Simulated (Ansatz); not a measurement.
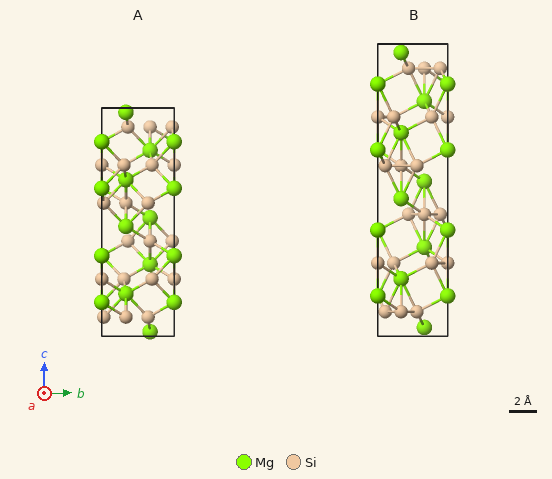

Two geometries of solid Mg2Si3 (built on the corundum_167 type) (coarse preliminary run), drawn at one scale. One is the start of a relaxation, the other its converged end. A ball-and-stick model of the conventional cell (3 times the calculation's cell), seen along the a axis. Lengths and directions refer to the drawn axes.

Computed with DFT PBE, scalar-relativistic, plane waves, PAW in Ansatz 0.2.0. Set-up: plane-wave cutoff 420 eV; k-point mesh 3 × 3 × 3; occupations gaussian; smearing width 0.1 eV; no spin polarisation; cell and atoms relaxed; force threshold 0.04 eV/Å; at most 70 steps.

Question: Which of the two is the end point?

Answer: Structure B is the relaxed one. Case: corundum type (R-3c, No. 167). The energy falls by 640 meV per atom in 9 accepted moves (12 points after the start). Largest force component: 0.55 eV/Å at the start, 0.0088 eV/Å at the end. Pressure: 10.80 GPa at the start and 0.07 GPa at the end. The line search rejected the trial step at point 5 of the run. At 2 points the geometry stayed and the basis and grid were re-selected for the new cell (energy shift of 6.9 meV per atom at most each time). The largest moves relative to the cell, 0.48 Å, are those of Si atoms. Largest moves by element: Si 0.48 Å, Mg 0.23 Å. The volume changes by +19.2 %, with a = b 6.301 → 6.079 Å (−3.5 %), c 17.203 → 22.036 Å (+28.1 %). Near-neighbour distances that change, for instance: Si–Si 3.342 → 2.391 Å, Mg–Si 2.456 → 2.692 Å, Mg–Si 2.610 → 2.842 Å. Bond angles that change, for instance: Mg–Si–Mg 84.7° → 121.9°, Si–Mg–Si 164.2° → 144.1°, Mg–Si–Mg 120.4° → 103.9°. The space group stays R-3c (No. 167).
